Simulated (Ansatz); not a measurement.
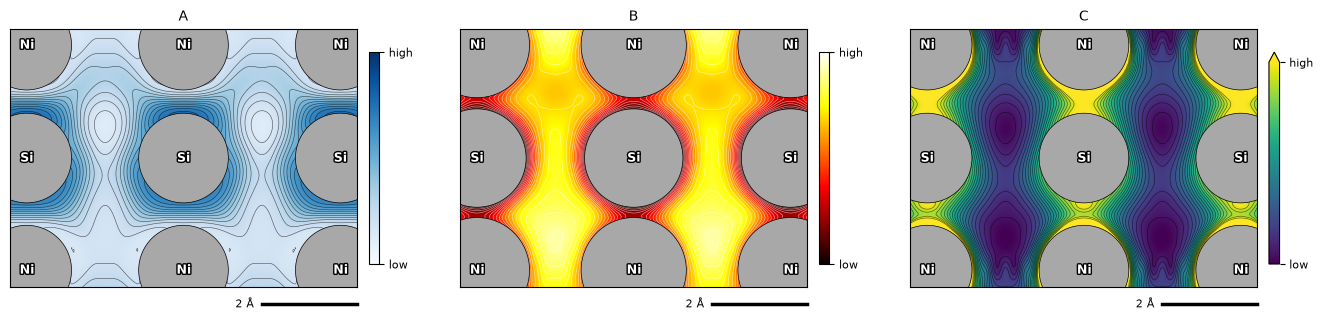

SiNi: 3 fields on the (100) plane of the conventional cell, with unlabelled colour scales. Grey discs cover the atomic cores.

Space group Pmmn; computed pressure about −12 GPa in this cell; the program warned that a starting moment wasn't kept; spin-polarised, but the moments vanished.

Computed with DFT, LDA, PAW with Ansatz's default frozen-core files, scalar-relativistic (Ansatz 0.2.0).

```
CELL_PARAMETERS angstrom
3.03668 0.00000 0.00000
0.00000 3.28438 0.00000
0.00000 0.00000 4.71337
ATOMIC_POSITIONS crystal
Si 0.50000 0.50000 0.84230
Si 0.00000 0.00000 0.15770
Ni 0.50000 0.50000 0.34422
Ni 0.00000 0.00000 0.65578
```

**The panels show electron localisation function, electrostatic potential energy of an electron and valence pseudo-density in some order. Assign them.**

Panel A: electron localisation function. Panel B: electrostatic potential energy of an electron (low next to the atoms, rising into the space between them). Panel C: valence pseudo-density. From the grid: Si–Ni (2.37 Å): ρ at the midpoint is about 0.46 e/Å³; the ELF peaks at about 0.80 in the valence shell of Si, 0.9 Å from its nucleus, and is about 0.50 at the midpoint.
